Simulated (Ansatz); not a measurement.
**Run report: W₁₃Se₂₉ (charge +1), geometry relaxation (part 2 of 5)**

The same run, continued: W₁₃Se₂₉ (defect cell, 42 atoms in the cell, total charge +1); DFT PBE, scalar-relativistic, plane waves, PAW, spin-polarised (Ansatz 0.2.0); cutoff 420 eV, 2×2×2 k-mesh, Gaussian smearing of 0.01 eV, collinear spins. The structure derives from a Materials Project entry. It belongs to a series of runs on one base structure; here: Se on a W site (c), charge +1, atoms relaxed at the host's cell.

## What the program printed, continued
```
SCF iter   1: F=—  HF=-293634.274679 eV  |F-HF|=—  |Δ(HF+E_count)|=         —  Δρ=1.68e-3 (↑1.68e-3 ↓1.46e-3)  dr2=1.76e-1  dr2_m=2.87e-3  M=0.500 μB ∫|m|=0.623 μB  β_m=0.65  ethr=2.77e-5  ⟨swp⟩=2.2  Hψ=9149  notcnv=0  defer=482
preconditioner: auto → none  [metal: Δε(μ)=0.002 eV  Ē_g=8.646 eV  σ=0.010 eV  W_gap=0.11  n_scr=148 (ndim 8)  ℏωp=18.5 eV  f_vac=0.201  D(μ)=43.74/eV (n_scr^D=372)]
SCF iter   2: F=—  HF=-293635.453326 eV  |F-HF|=—  |Δ(HF+E_count)|=    1.18e0  Δρ=7.79e-3 (↑7.11e-3 ↓7.79e-3)  dr2=3.52e1  dr2_m=7.43e-3  M=-0.251 μB ∫|m|=0.421 μB  β_m=0.07  ethr=2.73e-5  ⟨swp⟩=4.0  Hψ=4545  notcnv=0  defer=486  recentre
SCF iter   3: F=—  HF=-293634.272301 eV  |F-HF|=—  |Δ(HF+E_count)|=    1.18e0  Δρ=1.50e-3 (↑1.50e-3 ↓1.28e-3)  dr2=1.47e-1  dr2_m=2.39e-3  M=0.500 μB ∫|m|=0.616 μB  β_m=0.05  ethr=2.73e-5  ⟨swp⟩=3.9  Hψ=4721  notcnv=0  defer=470
SCF iter   4: F=—  HF=-293634.265507 eV  |F-HF|=—  |Δ(HF+E_count)|=   6.79e-3  Δρ=1.33e-3 (↑1.33e-3 ↓1.16e-3)  dr2=1.00e-1  dr2_m=1.99e-3  M=0.500 μB ∫|m|=0.616 μB  β_m=0.04  ethr=2.28e-5  ⟨swp⟩=1.0  Hψ=3104  notcnv=0  defer=472
SCF iter   5: F=—  HF=-293634.257108 eV  |F-HF|=—  |Δ(HF+E_count)|=   8.40e-3  Δρ=9.81e-4 (↑9.81e-4 ↓9.16e-4)  dr2=3.14e-2  dr2_m=1.19e-3  M=0.500 μB ∫|m|=0.633 μB  β_m=0.11  ethr=1.55e-5  ⟨swp⟩=2.0  Hψ=3151  notcnv=0  defer=474
SCF iter   6: F=—  HF=-293634.321638 eV  |F-HF|=—  |Δ(HF+E_count)|=   6.45e-2  Δρ=3.10e-3 (↑2.48e-3 ↓3.10e-3)  dr2=5.42e0  dr2_m=8.57e-3  M=-0.329 μB ∫|m|=0.531 μB  β_m=0.09  ethr=4.86e-6  ⟨swp⟩=2.0  Hψ=3894  notcnv=0  defer=474  recentre
SCF iter   7: F=—  HF=-293634.268095 eV  |F-HF|=—  |Δ(HF+E_count)|=   5.35e-2  Δρ=1.11e-3 (↑1.11e-3 ↓6.93e-4)  dr2=3.72e-1  dr2_m=1.97e-3  M=0.768 μB ∫|m|=1.019 μB  β_m=0.56  ethr=4.86e-6  ⟨swp⟩=1.9  Hψ=3627  notcnv=0  defer=477
SCF iter   8: F=—  HF=-293634.259759 eV  |F-HF|=—  |Δ(HF+E_count)|=   8.34e-3  Δρ=5.69e-4 (↑5.69e-4 ↓5.31e-4)  dr2=1.39e-1  dr2_m=2.56e-4  M=0.621 μB ∫|m|=0.968 μB  β_m=0.51  ethr=4.86e-6  ⟨swp⟩=2.0  Hψ=3823  notcnv=0  defer=481
SCF iter   9: F=—  HF=-293634.258653 eV  |F-HF|=—  |Δ(HF+E_count)|=   1.11e-3  Δρ=5.55e-4 (↑4.82e-4 ↓5.55e-4)  dr2=2.12e-2  dr2_m=1.08e-3  M=0.527 μB ∫|m|=0.776 μB  β_m=0.34  ethr=4.86e-6  ⟨swp⟩=2.0  Hψ=3837  notcnv=0  defer=481
SCF iter  10: F=—  HF=-293634.256944 eV  |F-HF|=—  |Δ(HF+E_count)|=   1.71e-3  Δρ=4.44e-4 (↑3.66e-4 ↓4.44e-4)  dr2=8.55e-3  dr2_m=1.04e-3  M=0.538 μB ∫|m|=0.792 μB  β_m=0.25  ethr=3.29e-6  ⟨swp⟩=2.0  Hψ=3819  notcnv=0  defer=481
SCF iter  11: F=—  HF=-293634.257231 eV  |F-HF|=—  |Δ(HF+E_count)|=   2.87e-4  Δρ=3.41e-4 (↑2.03e-4 ↓3.41e-4)  dr2=4.37e-2  dr2_m=2.07e-4  M=0.614 μB ∫|m|=0.862 μB  β_m=0.26  ethr=1.33e-6  ⟨swp⟩=1.2  Hψ=3106  notcnv=0  defer=481  recentre
SCF iter  12: F=—  HF=-293634.256677 eV  |F-HF|=—  |Δ(HF+E_count)|=   5.54e-4  Δρ=3.41e-4 (↑3.41e-4 ↓3.36e-4)  dr2=9.68e-4  dr2_m=8.57e-4  M=0.516 μB ∫|m|=0.744 μB  β_m=0.14  ethr=1.33e-6  ⟨swp⟩=1.0  Hψ=3104  notcnv=0  defer=481
SCF iter  13: F=—  HF=-293634.257014 eV  |F-HF|=—  |Δ(HF+E_count)|=   3.37e-4  Δρ=2.28e-4 (↑1.33e-4 ↓2.28e-4)  dr2=6.78e-3  dr2_m=2.17e-4  M=0.546 μB ∫|m|=0.790 μB  β_m=0.17  ethr=1.50e-7  ⟨swp⟩=2.0  Hψ=3870  notcnv=0  defer=481
SCF iter  14: F=—  HF=-293634.257268 eV  |F-HF|=—  |Δ(HF+E_count)|=   2.54e-4  Δρ=1.15e-4 (↑1.15e-4 ↓1.01e-4)  dr2=4.53e-3  dr2_m=3.23e-5  M=0.536 μB ∫|m|=0.777 μB  β_m=0.37  ethr=1.50e-7  ⟨swp⟩=2.0  Hψ=4341  notcnv=0  defer=481
SCF iter  15: F=—  HF=-293634.257334 eV  |F-HF|=—  |Δ(HF+E_count)|=   6.65e-5  Δρ=8.02e-5 (↑8.02e-5 ↓4.10e-5)  dr2=8.52e-4  dr2_m=1.71e-5  M=0.505 μB ∫|m|=0.711 μB  β_m=0.29  ethr=1.50e-7  ⟨swp⟩=2.0  Hψ=3670  notcnv=0  defer=481
SCF iter  16: F=—  HF=-293634.257311 eV  |F-HF|=—  |Δ(HF+E_count)|=   2.30e-5  Δρ=3.21e-5 (↑2.97e-5 ↓3.21e-5)  dr2=4.53e-5  dr2_m=4.39e-6  M=0.508 μB ∫|m|=0.728 μB  β_m=0.26  ethr=1.32e-7  ⟨swp⟩=1.0  Hψ=3104  notcnv=0  defer=481
SCF iter  17: F=—  HF=-293634.257312 eV  |F-HF|=—  |Δ(HF+E_count)|=   9.59e-7  Δρ=2.51e-5 (↑2.51e-5 ↓1.99e-5)  dr2=2.62e-5  dr2_m=2.88e-6  M=0.508 μB ∫|m|=0.726 μB  β_m=0.24  ethr=7.02e-9  ⟨swp⟩=2.0  Hψ=3762  notcnv=0  defer=481
SCF iter  18: F=—  HF=-293634.257315 eV  |F-HF|=—  |Δ(HF+E_count)|=   2.27e-6  Δρ=2.04e-5 (↑2.04e-5 ↓1.43e-5)  dr2=2.80e-5  dr2_m=1.61e-6  M=0.507 μB ∫|m|=0.724 μB  β_m=0.22  ethr=4.06e-9  ⟨swp⟩=2.0  Hψ=3654  notcnv=0  defer=481
SCF iter  19: F=—  HF=-293634.257316 eV  |F-HF|=—  |Δ(HF+E_count)|=   1.32e-6  Δρ=1.04e-5 (↑1.04e-5 ↓9.39e-6)  dr2=3.44e-6  dr2_m=4.55e-7  M=0.508 μB ∫|m|=0.725 μB  β_m=0.30  ethr=4.06e-9  ⟨swp⟩=2.0  Hψ=3211  notcnv=0  defer=481
SCF iter  20: F=—  HF=-293634.257317 eV  |F-HF|=—  |Δ(HF+E_count)|=   8.32e-7  Δρ=6.29e-6 (↑6.29e-6 ↓5.83e-6)  dr2=2.61e-6  dr2_m=1.23e-7  M=0.508 μB ∫|m|=0.726 μB  β_m=0.24  ethr=5.34e-10  ⟨swp⟩=2.0  Hψ=4275  notcnv=0  defer=481
SCF iter  21: F=—  HF=-293634.257317 eV  |F-HF|=—  |Δ(HF+E_count)|=   5.65e-8  Δρ=7.49e-6 (↑7.49e-6 ↓4.01e-6)  dr2=7.35e-6  dr2_m=1.21e-7  M=0.508 μB ∫|m|=0.724 μB  β_m=0.18  ethr=4.04e-10  ⟨swp⟩=15.6  Hψ=22501  notcnv=0  recentre
iter 22 did not close the SCF: its close was put off for a magnetic moment that had not settled (scf_convergence_deferred on its scf_iter line)
SCF iter  22: F=-293634.257316 eV  HF=-293634.257317 eV  |F-HF|=7.74e-7  |Δ(HF+E_count)|=   9.00e-8  Δρ=2.95e-6 (↑2.95e-6 ↓2.31e-6)  dr2=8.58e-7  dr2_m=3.94e-8  M=0.508 μB ∫|m|=0.727 μB  β_m=0.16  ethr=4.04e-10  ⟨swp⟩=7.8  Hψ=18695  notcnv=0
iter 23 did not close the SCF: its close was put off for a magnetic moment that had not settled (scf_convergence_deferred on its scf_iter line)
SCF iter  23: F=-293634.257317 eV  HF=-293634.257317 eV  |F-HF|=7.71e-8  |Δ(HF+E_count)|=   4.31e-9  Δρ=1.89e-6 (↑1.89e-6 ↓1.84e-6)  dr2=1.19e-7  dr2_m=2.41e-8  M=0.508 μB ∫|m|=0.726 μB  β_m=0.24  ethr=1.33e-10  ⟨swp⟩=6.0  Hψ=16163  notcnv=0
iter 24 did not close the SCF: its close was put off for a magnetic moment that had not settled (scf_convergence_deferred on its scf_iter line)
SCF iter  24: F=-293634.257317 eV  HF=-293634.257317 eV  |F-HF|=1.68e-7  |Δ(HF+E_count)|=   1.67e-8  Δρ=2.02e-6 (↑2.02e-6 ↓1.32e-6)  dr2=2.02e-7  dr2_m=1.95e-8  M=0.508 μB ∫|m|=0.726 μB  β_m=0.27  ethr=1.84e-11  ⟨swp⟩=6.2  Hψ=16152  notcnv=0
SCF iter  25: F=-293634.257317 eV  HF=-293634.257317 eV  |F-HF|=3.60e-8  |Δ(HF+E_count)|=   2.08e-8  Δρ=1.08e-6 (↑1.08e-6 ↓6.85e-7)  dr2=4.58e-8  dr2_m=5.78e-9  M=0.508 μB ∫|m|=0.726 μB  ethr=1.84e-11  ⟨swp⟩=6.2  Hψ=17113  notcnv=0
SCF 2 converged in 25 iterations: F = -293634.257317 eV  dr2 = 4.58e-8
relax step   2: F+E_penalty+E_count = -293634.25731669 eV  Δ(F+E_penalty+E_count) = +3.766e-2 eV  max|allowed force component| = 2.469e-1 eV/Å  Δτ_max = 0.0742 Å  (25 SCF iters, dr2 threshold 2.60e-6 eV, rejected (line search))
SCF iter   1: F=—  HF=-293634.319935 eV  |F-HF|=—  |Δ(HF+E_count)|=         —  Δρ=1.07e-3 (↑1.07e-3 ↓9.43e-4)  dr2=1.05e-1  dr2_m=1.33e-3  M=0.663 μB ∫|m|=0.883 μB  β_m=0.65  ethr=1.03e-4  ⟨swp⟩=3.1  Hψ=4918  notcnv=0  defer=481
preconditioner: auto → Resta (q_TF=auto, 2.534 Å⁻¹)  ε∞=5.6  [insulator: Δε(μ)=0.013 eV  Ē_g=8.637 eV  σ=0.010 eV  W_gap=0.53  n_scr=300 (ndim 8)  ℏωp=18.5 eV  f_vac=0.200  D(μ)=25.31/eV (n_scr^D=148)  ε∞_Penn≈5.6]
spin=Collinear: Resta preconditioning applied to the charge; magnetization (m = ρ↑ − ρ↓) channel mixes plain (no charge-response kernel on spin).
SCF iter   2: F=—  HF=-293634.326509 eV  |F-HF|=—  |Δ(HF+E_count)|=   6.57e-3  Δρ=1.04e-3 (↑1.04e-3 ↓7.02e-4)  dr2=2.01e-1  dr2_m=8.54e-4  M=0.500 μB ∫|m|=0.595 μB  β_m=0.33  ethr=1.62e-5  ⟨swp⟩=2.0  Hψ=3931  notcnv=0  defer=488
SCF iter   3: F=—  HF=-293634.312910 eV  |F-HF|=—  |Δ(HF+E_count)|=   1.36e-2  Δρ=5.03e-4 (↑5.03e-4 ↓4.52e-4)  dr2=1.64e-2  dr2_m=3.03e-4  M=0.633 μB ∫|m|=0.839 μB  β_m=0.40  ethr=1.62e-5  ⟨swp⟩=2.0  Hψ=3195  notcnv=0  defer=488
SCF iter   4: F=—  HF=-293634.313377 eV  |F-HF|=—  |Δ(HF+E_count)|=   4.66e-4  Δρ=4.80e-4 (↑4.80e-4 ↓2.65e-4)  dr2=4.67e-2  dr2_m=2.94e-4  M=0.504 μB ∫|m|=0.664 μB  β_m=0.32  ethr=2.55e-6  ⟨swp⟩=2.0  Hψ=3682  notcnv=0  defer=488  recentre
SCF iter   5: F=—  HF=-293634.312543 eV  |F-HF|=—  |Δ(HF+E_count)|=   8.33e-4  Δρ=2.68e-4 (↑2.68e-4 ↓2.40e-4)  dr2=3.79e-3  dr2_m=7.97e-5  M=0.596 μB ∫|m|=0.818 μB  β_m=0.43  ethr=2.55e-6  ⟨swp⟩=1.0  Hψ=3104  notcnv=0  defer=488
SCF iter   6: F=—  HF=-293634.312541 eV  |F-HF|=—  |Δ(HF+E_count)|=   2.18e-6  Δρ=9.56e-5 (↑9.56e-5 ↓7.24e-5)  dr2=7.11e-4  dr2_m=1.41e-5  M=0.570 μB ∫|m|=0.817 μB  β_m=0.53  ethr=5.87e-7  ⟨swp⟩=1.5  Hψ=3142  notcnv=0  defer=488
SCF iter   7: F=—  HF=-293634.312547 eV  |F-HF|=—  |Δ(HF+E_count)|=   6.30e-6  Δρ=2.77e-5 (↑2.60e-5 ↓2.77e-5)  dr2=1.32e-5  dr2_m=5.02e-6  M=0.549 μB ∫|m|=0.816 μB  β_m=0.61  ethr=1.10e-7  ⟨swp⟩=1.9  Hψ=3114  notcnv=0  defer=488
SCF iter   8: F=—  HF=-293634.312561 eV  |F-HF|=—  |Δ(HF+E_count)|=   1.39e-5  Δρ=1.89e-5 (↑1.78e-5 ↓1.89e-5)  dr2=7.63e-6  dr2_m=2.58e-6  M=0.541 μB ∫|m|=0.826 μB  β_m=0.66  ethr=2.05e-9  ⟨swp⟩=2.2  Hψ=4446  notcnv=0  defer=488
SCF iter   9: F=—  HF=-293634.312567 eV  |F-HF|=—  |Δ(HF+E_count)|=   6.14e-6  Δρ=1.25e-5 (↑1.16e-5 ↓1.25e-5)  dr2=5.30e-6  dr2_m=9.71e-7  M=0.536 μB ∫|m|=0.833 μB  β_m=0.68  ethr=1.18e-9  ⟨swp⟩=2.0  Hψ=5274  notcnv=0  defer=488
SCF iter  10: F=—  HF=-293634.312570 eV  |F-HF|=—  |Δ(HF+E_count)|=   2.41e-6  Δρ=6.69e-6 (↑6.19e-6 ↓6.69e-6)  dr2=4.35e-6  dr2_m=2.16e-7  M=0.531 μB ∫|m|=0.838 μB  β_m=0.66  ethr=8.22e-10  ⟨swp⟩=2.0  Hψ=4573  notcnv=0  defer=488
SCF iter  11: F=—  HF=-293634.312570 eV  |F-HF|=—  |Δ(HF+E_count)|=   4.25e-7  Δρ=4.05e-6 (↑2.17e-6 ↓4.05e-6)  dr2=1.50e-6  dr2_m=3.77e-8  M=0.530 μB ∫|m|=0.841 μB  β_m=0.67  ethr=6.75e-10  ⟨swp⟩=2.0  Hψ=4020  notcnv=0  defer=488
SCF iter  12: F=—  HF=-293634.312570 eV  |F-HF|=—  |Δ(HF+E_count)|=   7.44e-8  Δρ=2.19e-6 (↑2.19e-6 ↓7.62e-7)  dr2=4.48e-7  dr2_m=1.36e-8  M=0.530 μB ∫|m|=0.842 μB  β_m=0.67  ethr=2.33e-10  ⟨swp⟩=2.0  Hψ=3390  notcnv=0  defer=488
iter 13 did not close the SCF: its close was put off for a magnetic moment that had not settled (scf_convergence_deferred on its scf_iter line)
SCF iter  13: F=-293634.312570 eV  HF=-293634.312570 eV  |F-HF|=5.19e-8  |Δ(HF+E_count)|=   1.77e-8  Δρ=9.05e-7 (↑8.78e-7 ↓9.05e-7)  dr2=6.16e-8  dr2_m=3.04e-9  M=0.530 μB ∫|m|=0.842 μB  β_m=0.59  ethr=1.55e-11  ⟨swp⟩=15.0  Hψ=23358  notcnv=0
iter 14 did not close the SCF: its close was put off for a magnetic moment that had not settled (scf_convergence_deferred on its scf_iter line)
SCF iter  14: F=-293634.312570 eV  HF=-293634.312570 eV  |F-HF|=1.78e-8  |Δ(HF+E_count)|=   1.40e-9  Δρ=5.98e-7 (↑5.33e-7 ↓5.98e-7)  dr2=2.42e-8  dr2_m=1.18e-9  M=0.530 μB ∫|m|=0.843 μB  β_m=0.63  ethr=9.55e-12  ⟨swp⟩=6.0  Hψ=17566  notcnv=0
SCF iter  15: F=-293634.312570 eV  HF=-293634.312570 eV  |F-HF|=6.11e-9  |Δ(HF+E_count)|=   1.80e-9  Δρ=3.62e-7 (↑3.32e-7 ↓3.62e-7)  dr2=9.09e-9  dr2_m=2.61e-10  M=0.529 μB ∫|m|=0.843 μB  ethr=3.75e-12  ⟨swp⟩=6.0  Hψ=16489  notcnv=0
SCF 3 converged in 15 iterations: F = -293634.312570 eV  dr2 = 9.09e-9
relax step   3: F+E_penalty+E_count = -293634.31257022 eV  Δ(F+E_penalty+E_count) = -1.759e-2 eV  max|allowed force component| = 3.660e-2 eV/Å  Δτ_max = 0.0349 Å  (15 SCF iters, accepted)
SCF iter   1: F=—  HF=-293634.312148 eV  |F-HF|=—  |Δ(HF+E_count)|=         —  Δρ=1.31e-4 (↑1.31e-4 ↓1.01e-4)  dr2=3.03e-3  dr2_m=2.54e-5  M=0.563 μB ∫|m|=0.865 μB  β_m=0.65  ethr=1.30e-6  ⟨swp⟩=2.0  Hψ=4672  notcnv=0  defer=438
preconditioner: auto → Resta (q_TF=auto, 2.534 Å⁻¹)  ε∞=5.6  [insulator: Δε(μ)=0.020 eV  Ē_g=8.635 eV  σ=0.010 eV  W_gap=0.74  n_scr=300 (ndim 8)  ℏωp=18.5 eV  f_vac=0.201  D(μ)=29.74/eV (n_scr^D=208)  ε∞_Penn≈5.6]
spin=Collinear: Resta preconditioning applied to the charge; magnetization (m = ρ↑ − ρ↓) channel mixes plain (no charge-response kernel on spin).
SCF iter   2: F=—  HF=-293634.314161 eV  |F-HF|=—  |Δ(HF+E_count)|=   2.01e-3  Δρ=4.71e-4 (↑4.71e-4 ↓1.58e-4)  dr2=4.37e-2  dr2_m=3.17e-4  M=0.500 μB ∫|m|=0.705 μB  β_m=0.23  ethr=4.70e-7  ⟨swp⟩=2.0  Hψ=3846  notcnv=0  defer=444  recentre
SCF iter   3: F=—  HF=-293634.312975 eV  |F-HF|=—  |Δ(HF+E_count)|=   1.19e-3  Δρ=5.20e-5 (↑5.09e-5 ↓5.20e-5)  dr2=7.17e-5  dr2_m=2.36e-6  M=0.541 μB ∫|m|=0.845 μB  β_m=0.34  ethr=4.70e-7  ⟨swp⟩=2.0  Hψ=3488  notcnv=0  defer=441
SCF iter   4: F=—  HF=-293634.312967 eV  |F-HF|=—  |Δ(HF+E_count)|=   7.83e-6  Δρ=2.57e-5 (↑2.48e-5 ↓2.57e-5)  dr2=1.48e-5  dr2_m=4.95e-7  M=0.539 μB ∫|m|=0.844 μB  β_m=0.39  ethr=1.11e-8  ⟨swp⟩=2.0  Hψ=3847  notcnv=0  defer=441
SCF iter   5: F=—  HF=-293634.312967 eV  |F-HF|=—  |Δ(HF+E_count)|=   3.56e-7  Δρ=6.33e-6 (↑6.33e-6 ↓5.50e-6)  dr2=1.61e-6  dr2_m=3.81e-8  M=0.539 μB ∫|m|=0.845 μB  β_m=0.46  ethr=2.30e-9  ⟨swp⟩=2.0  Hψ=4086  notcnv=0  defer=441
SCF iter   6: F=—  HF=-293634.312967 eV  |F-HF|=—  |Δ(HF+E_count)|=   2.03e-7  Δρ=3.04e-6 (↑3.04e-6 ↓2.67e-6)  dr2=3.21e-7  dr2_m=1.37e-8  M=0.539 μB ∫|m|=0.844 μB  β_m=0.53  ethr=2.49e-10  ⟨swp⟩=2.0  Hψ=3657  notcnv=0  defer=441
SCF iter   7: F=—  HF=-293634.312967 eV  |F-HF|=—  |Δ(HF+E_count)|=   1.45e-7  Δρ=1.70e-6 (↑1.70e-6 ↓1.46e-6)  dr2=1.02e-7  dr2_m=8.34e-9  M=0.539 μB ∫|m|=0.844 μB  β_m=0.58  ethr=4.98e-11  ⟨swp⟩=2.0  Hψ=4043  notcnv=0  defer=441
SCF iter   8: F=—  HF=-293634.312967 eV  |F-HF|=—  |Δ(HF+E_count)|=   7.04e-8  Δρ=1.05e-6 (↑1.05e-6 ↓9.25e-7)  dr2=8.58e-8  dr2_m=3.55e-9  M=0.539 μB ∫|m|=0.844 μB  β_m=0.61  ethr=1.58e-11  ⟨swp⟩=2.0  Hψ=4105  notcnv=0  defer=441
iter 9 did not close the SCF: its close was put off for a magnetic moment that had not settled (scf_convergence_deferred on its scf_iter line)
SCF iter   9: F=-293634.312967 eV  HF=-293634.312967 eV  |F-HF|=2.45e-8  |Δ(HF+E_count)|=   1.00e-8  Δρ=8.12e-7 (↑8.12e-7 ↓5.68e-7)  dr2=3.49e-8  dr2_m=2.21e-9  M=0.539 μB ∫|m|=0.844 μB  β_m=0.63  ethr=1.33e-11  ⟨swp⟩=11.9  Hψ=20691  notcnv=0
iter 10 did not close the SCF: its close was put off for a magnetic moment that had not settled (scf_convergence_deferred on its scf_iter line)
SCF iter  10: F=-293634.312967 eV  HF=-293634.312967 eV  |F-HF|=1.48e-8  |Δ(HF+E_count)|=   3.03e-9  Δρ=4.89e-7 (↑3.57e-7 ↓4.89e-7)  dr2=1.74e-8  dr2_m=1.11e-9  M=0.539 μB ∫|m|=0.844 μB  β_m=0.72  ethr=5.42e-12  ⟨swp⟩=6.0  Hψ=17362  notcnv=0
SCF iter  11: F=-293634.312967 eV  HF=-293634.312967 eV  |F-HF|=6.75e-9  |Δ(HF+E_count)|=   2.50e-9  Δρ=3.26e-7 (↑3.26e-7 ↓3.15e-7)  dr2=7.91e-9  dr2_m=3.07e-10  M=0.539 μB ∫|m|=0.843 μB  ethr=2.69e-12  ⟨swp⟩=6.0  Hψ=16437  notcnv=0
SCF 4 converged in 11 iterations: F = -293634.312967 eV  dr2 = 7.91e-9
relax step   4: F+E_penalty+E_count = -293634.31296733 eV  Δ(F+E_penalty+E_count) = -3.971e-4 eV  max|allowed force component| = 4.952e-3 eV/Å  Δτ_max = 0.0046 Å  (11 SCF iters, accepted)
```

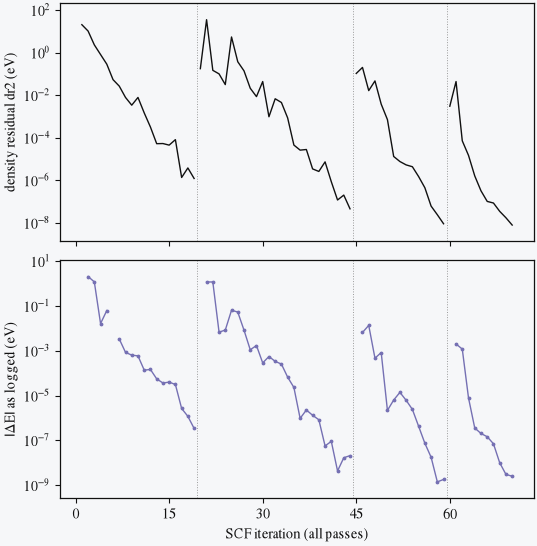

**Figure 1.** Convergence of the self-consistent field: density residual dr2 and size of the energy change against the SCF iteration. The dotted lines part the SCF passes of the relaxation: geometry steps, rejected trials and re-solves on a re-selected basis. The passes take 19, 25, 15 and 11 iterations.

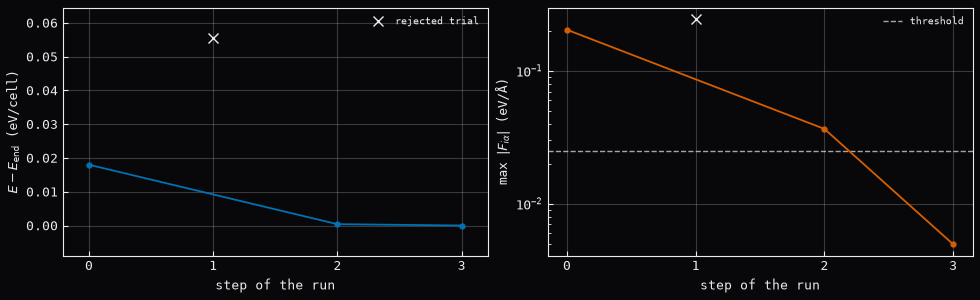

**Figure 2.** Progress of the relaxation, step by step (the first geometry is step 0 here and step 1 in the log).
